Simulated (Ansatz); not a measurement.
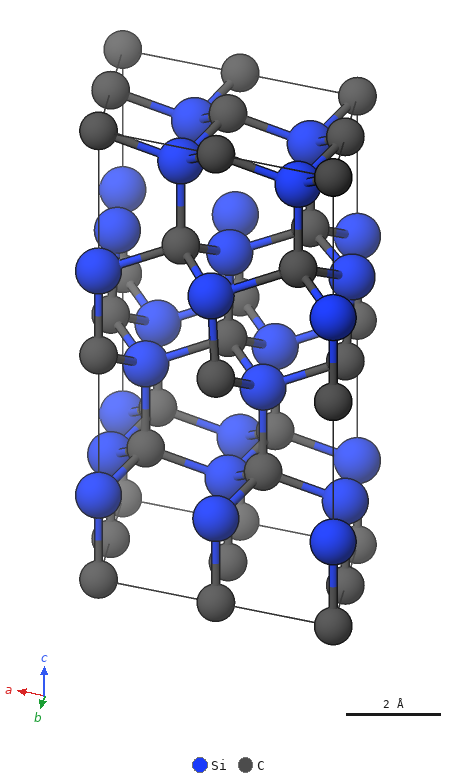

**Figure 1.** The input geometry (ball-and-stick view of the cell of the calculation, seen at an oblique angle).

**Geometry relaxation, with input and output: Si$_{16}$C$_{15}$ (part 1 of 3)**

Si$_{16}$C$_{15}$ (defect cell, 31 atoms in the cell), computed with DFT HSE06, scalar-relativistic, plane waves, PAW, no spin polarisation (Ansatz 0.2.0).

The structure derives from a Materials Project entry. It belongs to a series of runs on one base structure; here: C vacancy (site b), charge +0, atoms relaxed at the host's cell.

What the program printed
```
Engine: ansatz 0.2.0, x86_64-unknown-linux-gnu
Pseudopotentials: kind: paw
Pseudopotential: Si, paw, valence charge 4, recommended cutoff 420 eV (normal), Si.paw.azcp
Pseudopotential: C, paw, valence charge 4, recommended cutoff 420 eV (normal), C.paw.azcp
Functional definition: HSE06
  parameter a = 0.25
  parameter omega = 0.11/bohr
  exchange = pbe_x - a*pbe_x_sr(omega) + a*exact_x_sr(omega)
  correlation = pbe_c
Crystal: 31 atoms, lattice volume = 328.937 Å³
Basis set: ecut = 420 eV, 6435 PW (Γ), exchange–correlation on 90×90×144 points (8 copies of the dense FFT grid, shifted against one another)
Bands: 93, of which v1, the nominal top of the filled ones, is band 62 counted from 1 (61 counted from 0)
Symmetry: 1 space group operations
Space group: P1 (ITA 1), of the structure as read, at distance tolerance 6.9e-5 Å
k-points: 8
Non-local potential: Si, projectors of the file, l = 0: 2, l = 1: 2, l = 2: 2
Non-local potential: C, projectors of the file, l = 0: 2, l = 1: 2, l = 2: 1
PAW form: soft (Blöchl's): semilocal exchange-correlation on the pseudo side does not see the compensation charge
PAW frozen core: Si, regenerated for the run's functional, and the local potential with it (the file was generated under x = pbe(κ = 0.804, μ = 0.2195149727645171), c = pbe(β = 0.06672455060314922))
PAW frozen core: C, regenerated for the run's functional, and the local potential with it (the file was generated under x = pbe(κ = 0.804, μ = 0.2195149727645171), c = pbe(β = 0.06672455060314922))
PAW one-centre angular grid: Si, 110 points (default); XC on 64 Gauss nodes
PAW one-centre angular grid: C, 110 points (default); XC on 64 Gauss nodes
Initial density: superposition of atomic densities (neutral atoms: chi_scale 0, normalization atom), corrected by the library's trained network
Initial wavefunctions: pseudopotential atomic-orbital guess
Functional: x = pbe(κ = 0.804, μ = 0.2195149727645171), c = pbe(β = 0.06672455060314922), warm-up for x = pbe(κ = 0.804, μ = 0.2195149727645171) + 0.25 (exact − pbe) at short range (hse, ω = 0.20786987370883472 Å⁻¹), c = pbe(β = 0.06672455060314922); HSE06 as pw.x's `hse` composes it (authors' and Libxc's form: `xc: wpbeh`)
SCF iter   1: F=—  HF=-13938.764976 eV  |F-HF|=—  |Δ(HF+E_count)|=         —  Δρ=5.15e-3  dr2=1.59e-1  ethr=1.77e-3  ⟨swp⟩=12.6  Hψ=4236  notcnv=0
preconditioner: auto → Kerker (q_TF=auto, 2.319 Å⁻¹)  [metal: Δε(μ)=0.008 eV  Ē_g=11.607 eV  σ=0.010 eV  W_gap=0.41  n_scr=66 (ndim 8)  ℏωp=22.8 eV  f_vac=0.000  D(μ)=24.52/eV (n_scr^D=286)]
SCF iter   2: F=—  HF=-13938.745940 eV  |F-HF|=—  |Δ(HF+E_count)|=   1.90e-2  Δρ=2.93e-3  dr2=7.80e-2  ethr=1.28e-4  ⟨swp⟩=3.9  Hψ=1580  notcnv=0
SCF iter   3: F=—  HF=-13938.732577 eV  |F-HF|=—  |Δ(HF+E_count)|=   1.34e-2  Δρ=6.74e-4  dr2=1.64e-2  ethr=6.29e-5  ⟨swp⟩=6.9  Hψ=1934  notcnv=0  defer=1
SCF iter   4: F=—  HF=-13938.729831 eV  |F-HF|=—  |Δ(HF+E_count)|=   2.75e-3  Δρ=3.29e-4  dr2=3.00e-3  ethr=1.32e-5  ⟨swp⟩=6.6  Hψ=1974  notcnv=0  defer=5
iter 5 solved again at ethr=2.00e-7 eV; its pass at ethr=2.42e-6 eV (dr2=2.48e-4 eV) is discarded
SCF iter   5: F=—  HF=-13938.729459 eV  |F-HF|=—  |Δ(HF+E_count)|=   3.71e-4  Δρ=1.45e-4  dr2=2.49e-4  ethr=2.00e-7  ⟨swp⟩=2.1  Hψ=3122  notcnv=0  defer=4
SCF iter   6: F=—  HF=-13938.729415 eV  |F-HF|=—  |Δ(HF+E_count)|=   4.41e-5  Δρ=5.21e-5  dr2=3.02e-5  ethr=2.00e-7  ⟨swp⟩=3.1  Hψ=1298  notcnv=0  defer=4
SCF iter   7: F=—  HF=-13938.729412 eV  |F-HF|=—  |Δ(HF+E_count)|=   3.18e-6  Δρ=1.72e-5  dr2=2.20e-6  ethr=2.43e-8  ⟨swp⟩=3.8  Hψ=1389  notcnv=0  defer=3
SCF iter   8: F=—  HF=-13938.729412 eV  |F-HF|=—  |Δ(HF+E_count)|=   1.61e-7  Δρ=5.53e-6  dr2=2.26e-7  ethr=1.77e-9  ⟨swp⟩=3.4  Hψ=1580  notcnv=0  defer=5
SCF iter   9: F=—  HF=-13938.729412 eV  |F-HF|=—  |Δ(HF+E_count)|=   2.05e-8  Δρ=1.92e-6  dr2=3.63e-8  ethr=1.83e-10  ⟨swp⟩=3.0  Hψ=1420  notcnv=0
SCF iter  10: F=—  HF=-13938.729412 eV  |F-HF|=—  |Δ(HF+E_count)|=   4.00e-9  Δρ=6.27e-7  dr2=8.34e-9  ethr=2.93e-11  ⟨swp⟩=3.0  Hψ=1288  notcnv=0
SCF iter  11: F=—  HF=-13938.729412 eV  |F-HF|=—  |Δ(HF+E_count)|=  7.75e-10  Δρ=2.61e-7  dr2=1.74e-9  ethr=6.73e-12  ⟨swp⟩=3.2  Hψ=1326  notcnv=0
SCF iter  12: F=-13938.729412 eV  HF=-13938.729412 eV  |F-HF|=2.69e-10  |Δ(HF+E_count)|=  2.09e-10  Δρ=1.20e-7  dr2=3.05e-10  ethr=1.40e-12  ⟨swp⟩=3.1  Hψ=1309  notcnv=0
SCF 1 converged in 12 iterations: F = -13938.729412 eV  dr2 = 3.05e-10
  greatest PAW one-centre occupation: 0.654 electrons in one spin orbital (limit 2), on the C atom at site 16 (counted from 0), in its partial waves of l = 0
Initial density: handed on by an earlier stage of this run
Initial wavefunctions: those handed on with the density
Functional: x = pbe(κ = 0.804, μ = 0.2195149727645171) + 0.25 (exact − pbe) at short range (hse, ω = 0.20786987370883472 Å⁻¹), c = pbe(β = 0.06672455060314922); HSE06 as pw.x's `hse` composes it (authors' and Libxc's form: `xc: wpbeh`)
Exchange kernel: α = 0.2500, screened, ω = 0.2079 Å⁻¹, Wigner–Seitz truncation, v(0) = 994.2205 eV·Å³, q-mesh 2×2×2, nearest image of the exchange supercell L = 12.29 Å, pair-density grid 27×27×48, without the augmentation charges, whose exchange is taken in its separable form by FFT convolution over the k-point mesh (sized by the pseudopotential files, 36×36×72 at the most), smooth part of the exact exchange by density-matrix convolution
Frozen-core exchange: fock
iter 1 solved again at ethr=6.16e-5 eV; its pass at ethr=1.00e-1 eV (dr2=7.64e-2 eV) is discarded
SCF iter   1: F=—  HF=-13948.230460 eV  |F-HF|=—  |Δ(HF+E_count)|=         —  Δρ=5.78e-3  dr2=1.01e-1  ethr=6.16e-5  ⟨swp⟩=5.8  Hψ=4079  notcnv=0
preconditioner: auto → Kerker (q_TF=auto, 2.319 Å⁻¹)  [metal: Δε(μ)=0.008 eV  Ē_g=13.353 eV  σ=0.010 eV  W_gap=0.42  n_scr=66 (ndim 8)  ℏωp=22.8 eV  f_vac=0.000  D(μ)=24.31/eV (n_scr^D=286)]
SCF iter   2: F=—  HF=-13948.208194 eV  |F-HF|=—  |Δ(HF+E_count)|=   2.23e-2  Δρ=3.27e-3  dr2=3.02e-2  ethr=6.16e-5  ⟨swp⟩=2.0  Hψ=1488  notcnv=0
SCF iter   3: F=—  HF=-13948.197055 eV  |F-HF|=—  |Δ(HF+E_count)|=   1.11e-2  Δρ=3.28e-4  dr2=3.74e-3  ethr=2.00e-5  ⟨swp⟩=3.6  Hψ=1678  notcnv=0
SCF iter   4: F=—  HF=-13948.196946 eV  |F-HF|=—  |Δ(HF+E_count)|=   1.09e-4  Δρ=1.03e-4  dr2=3.11e-3  ethr=4.49e-7  ⟨swp⟩=4.0  Hψ=1797  notcnv=0
SCF iter   5: F=—  HF=-13948.196937 eV  |F-HF|=—  |Δ(HF+E_count)|=   9.01e-6  Δρ=3.34e-5  dr2=2.44e-5  ethr=6.17e-8  ⟨swp⟩=2.4  Hψ=1247  notcnv=0
SCF iter   6: F=—  HF=-13948.196934 eV  |F-HF|=—  |Δ(HF+E_count)|=   3.33e-6  Δρ=1.26e-5  dr2=7.99e-6  ethr=1.97e-8  ⟨swp⟩=2.0  Hψ=1243  notcnv=0
SCF iter   7: F=—  HF=-13948.196932 eV  |F-HF|=—  |Δ(HF+E_count)|=   1.50e-6  Δρ=7.73e-6  dr2=1.31e-6  ethr=6.44e-9  ⟨swp⟩=3.0  Hψ=1279  notcnv=0
SCF iter   8: F=-13948.196932 eV  HF=-13948.196932 eV  |F-HF|=1.35e-7  |Δ(HF+E_count)|=   2.39e-7  Δρ=3.02e-6  dr2=8.61e-8  ethr=1.05e-9  ⟨swp⟩=3.0  Hψ=1332  notcnv=0
SCF 2 converged in 8 iterations: F = -13948.196932 eV  dr2 = 8.61e-8
[... from here on the iterations of each SCF are left out, up to the last one ...]
  Residual-converged pass: ⟨swp⟩=3.5  Hψ=1729  notcnv=0  max |occ|·‖R‖ = 6.4e-6 eV (tolerance 6.7e-6 eV)  dr2=8.65e-8  dr2_onsite=1.84e-9  max |Δocc| = 1.1e-9
hybrid outer 1: dexx = +3.380e-2 eV, tail = 8.43e-3 eV
Exchange kernel: α = 0.2500, screened, ω = 0.2079 Å⁻¹, Wigner–Seitz truncation, v(0) = 994.2205 eV·Å³, q-mesh 2×2×2, nearest image of the exchange supercell L = 12.29 Å, pair-density grid 27×27×48, without the augmentation charges, whose exchange is taken in its separable form by FFT convolution over the k-point mesh (sized by the pseudopotential files, 36×36×72 at the most), smooth part of the exact exchange by density-matrix convolution
Frozen-core exchange: fock
preconditioner: auto → none  [insulator: Δε(μ)=0.015 eV  Ē_g=13.359 eV  σ=0.010 eV  W_gap=0.71  n_scr=66 (ndim 8)  ℏωp=22.8 eV  f_vac=0.000  D(μ)=15.98/eV (n_scr^D=134)]
SCF 3 stopped early in 7 iterations: F = -13948.234927 eV  dr2 = 2.02e-6
  Residual-converged pass: ⟨swp⟩=2.8  Hψ=1247  notcnv=0  max |occ|·‖R‖ = 6.6e-6 eV (tolerance 6.7e-6 eV)  dr2=2.02e-6  dr2_onsite=1.46e-8  max |Δocc| = 1.9e-10
hybrid outer 2: dexx = +5.942e-4 eV, tail = 8.50e-5 eV, Δε = 3.72e-2 eV (about 9.02e-4 eV left of the loop's levels), ΔF = 2.40e-2 eV/Å (tail 5.84e-3)
Exchange kernel: α = 0.2500, screened, ω = 0.2079 Å⁻¹, Wigner–Seitz truncation, v(0) = 994.2205 eV·Å³, q-mesh 2×2×2, nearest image of the exchange supercell L = 12.29 Å, pair-density grid 27×27×48, without the augmentation charges, whose exchange is taken in its separable form by FFT convolution over the k-point mesh (sized by the pseudopotential files, 36×36×72 at the most), smooth part of the exact exchange by density-matrix convolution
Frozen-core exchange: fock
preconditioner: auto → none  [insulator: Δε(μ)=0.016 eV  Ē_g=13.357 eV  σ=0.010 eV  W_gap=0.75  n_scr=66 (ndim 8)  ℏωp=22.8 eV  f_vac=0.000  D(μ)=14.61/eV (n_scr^D=134)]
SCF 4 converged in 9 iterations: F = -13948.234932 eV  dr2 = 3.28e-8
  Residual-converged pass: ⟨swp⟩=2.0  Hψ=1114  notcnv=0  max |occ|·‖R‖ = 6.0e-6 eV (tolerance 6.7e-6 eV)  dr2=3.28e-8  dr2_onsite=9.72e-11  max |Δocc| = 7.9e-12
hybrid outer 3: dexx = +8.761e-7 eV, tail = 6.61e-8 eV, Δε = 3.40e-4 eV (about 5.63e-5 eV left of the loop's levels), ΔF = 1.65e-3 eV/Å (tail 9.22e-4)
relax step   1: F+E_penalty+E_count = -13948.23493210 eV  Δ(F+E_penalty+E_count) = +0.000e0 eV  max|allowed force component| = 1.998e0 eV/Å  Δτ_max = 0.0000 Å  (36 SCF iters, accepted)
Exchange kernel: α = 0.2500, screened, ω = 0.2079 Å⁻¹, Wigner–Seitz truncation, v(0) = 994.2205 eV·Å³, q-mesh 2×2×2, nearest image of the exchange supercell L = 12.29 Å, pair-density grid 27×27×48, without the augmentation charges, whose exchange is taken in its separable form by FFT convolution over the k-point mesh (sized by the pseudopotential files, 36×36×72 at the most), smooth part of the exact exchange by density-matrix convolution
Frozen-core exchange: fock
preconditioner: auto → none  [insulator: Δε(μ)=0.121 eV  Ē_g=13.394 eV  σ=0.010 eV  W_gap=1.00  n_scr=66 (ndim 8)  ℏωp=22.8 eV  f_vac=0.000  D(μ)=0.00/eV (n_scr^D=0)]
SCF 5 converged in 10 iterations: F = -13948.622440 eV  dr2 = 8.13e-6
  Residual-converged pass: ⟨swp⟩=2.0  Hψ=956  notcnv=0  max |occ|·‖R‖ = 1.8e-4 eV (tolerance 2.1e-4 eV)  dr2=8.15e-6  dr2_onsite=8.77e-8  max |Δocc| = 7.7e-75
hybrid outer 1: dexx = +1.617e-1 eV, tail = 1.82e-4 eV
Exchange kernel: α = 0.2500, screened, ω = 0.2079 Å⁻¹, Wigner–Seitz truncation, v(0) = 994.2205 eV·Å³, q-mesh 2×2×2, nearest image of the exchange supercell L = 12.29 Å, pair-density grid 27×27×48, without the augmentation charges, whose exchange is taken in its separable form by FFT convolution over the k-point mesh (sized by the pseudopotential files, 36×36×72 at the most), smooth part of the exact exchange by density-matrix convolution
Frozen-core exchange: fock
preconditioner: auto → none  [insulator: Δε(μ)=0.252 eV  Ē_g=13.393 eV  σ=0.010 eV  W_gap=1.00  n_scr=66 (ndim 8)  ℏωp=22.8 eV  f_vac=0.000  D(μ)=0.00/eV (n_scr^D=0)]
SCF 6 converged in 2 iterations: F = -13948.622802 eV  dr2 = 1.11e-5
  Residual-converged pass: ⟨swp⟩=3.0  Hψ=1298  notcnv=0  max |occ|·‖R‖ = 8.3e-5 eV (tolerance 8.6e-5 eV)  dr2=1.13e-5  dr2_onsite=7.71e-8  max |Δocc| = 1.4e-75
hybrid outer 2: dexx = +3.443e-6 eV, tail = 2.23e-5 eV, Δε = 1.50e-3 eV (about 1.04e-3 eV left of the loop's levels), ΔF = 1.62e-2 eV/Å (tail 1.69e-2)
relax step   2: F+E_penalty+E_count = -13948.62280594 eV  Δ(F+E_penalty+E_count) = -3.879e-1 eV  max|allowed force component| = 9.661e-1 eV/Å  Δτ_max = 0.1013 Å  (12 SCF iters, dr2 threshold 1.00e-4 eV, accepted)
Exchange kernel: α = 0.2500, screened, ω = 0.2079 Å⁻¹, Wigner–Seitz truncation, v(0) = 994.2205 eV·Å³, q-mesh 2×2×2, nearest image of the exchange supercell L = 12.29 Å, pair-density grid 27×27×48, without the augmentation charges, whose exchange is taken in its separable form by FFT convolution over the k-point mesh (sized by the pseudopotential files, 36×36×72 at the most), smooth part of the exact exchange by density-matrix convolution
Frozen-core exchange: fock
preconditioner: auto → none  [insulator: Δε(μ)=0.369 eV  Ē_g=13.406 eV  σ=0.010 eV  W_gap=1.00  n_scr=66 (ndim 8)  ℏωp=22.8 eV  f_vac=0.000  D(μ)=0.00/eV (n_scr^D=0)]
SCF 7 converged in 8 iterations: F = -13948.728603 eV  dr2 = 1.32e-5
  Residual-converged pass: ⟨swp⟩=2.8  Hψ=1250  notcnv=0  max |occ|·‖R‖ = 1.6e-4 eV (tolerance 1.6e-4 eV)  dr2=1.32e-5  dr2_onsite=1.70e-7  max |Δocc| = 2.4e-178
hybrid outer 1: dexx = +1.005e-1 eV, tail = 1.27e-4 eV
Exchange kernel: α = 0.2500, screened, ω = 0.2079 Å⁻¹, Wigner–Seitz truncation, v(0) = 994.2205 eV·Å³, q-mesh 2×2×2, nearest image of the exchange supercell L = 12.29 Å, pair-density grid 27×27×48, without the augmentation charges, whose exchange is taken in its separable form by FFT convolution over the k-point mesh (sized by the pseudopotential files, 36×36×72 at the most), smooth part of the exact exchange by density-matrix convolution
Frozen-core exchange: fock
preconditioner: auto → none  [insulator: Δε(μ)=0.399 eV  Ē_g=13.405 eV  σ=0.010 eV  W_gap=1.00  n_scr=66 (ndim 8)  ℏωp=22.8 eV  f_vac=0.000  D(μ)=0.00/eV (n_scr^D=0)]
SCF 8 converged in 2 iterations: F = -13948.727482 eV  dr2 = 1.48e-6
  Residual-converged pass: ⟨swp⟩=3.0  Hψ=1249  notcnv=0  max |occ|·‖R‖ = 7.9e-5 eV (tolerance 8.6e-5 eV)  dr2=1.50e-6  dr2_onsite=5.24e-8  max |Δocc| = 3.7e-180
hybrid outer 2: dexx = +1.980e-6 eV, tail = 3.09e-6 eV, Δε = 6.21e-4 eV (about 1.04e-4 eV left of the loop's levels), ΔF = 2.17e-2 eV/Å (tail 1.14e-2)
```
